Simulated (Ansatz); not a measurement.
System: Tc.

```
CELL_PARAMETERS angstrom
3.84729 0.00000 0.00000
0.00000 3.84729 0.00000
0.00000 0.00000 3.84729
ATOMIC_POSITIONS crystal
Tc 0.00000 0.00000 0.00000
Tc 0.50000 0.50000 0.00000
Tc 0.50000 0.00000 0.50000
Tc 0.00000 0.50000 0.50000
```

Space group Fm-3m; computed pressure about −11 GPa in this cell.

All numbers below come from Kohn-Sham DFT of a periodic cell, BPBE with D3(BJ), PseudoDojo standard in Ansatz.

**What will maps of the valence pseudo-density and electron localisation function show?**

Tc–Tc (2.72 Å): ρ is about 0.41 e/Å³ halfway; the ELF is about 0.30 at the midpoint.

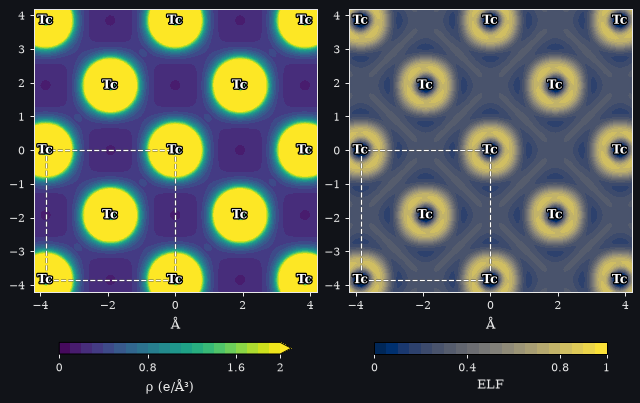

Computed valence pseudo-density and electron localisation function on the (010) plane of the conventional cell, in this order. 

Core electrons are replaced by pseudopotentials, and the valence fields are smoothed inside the atomic spheres.
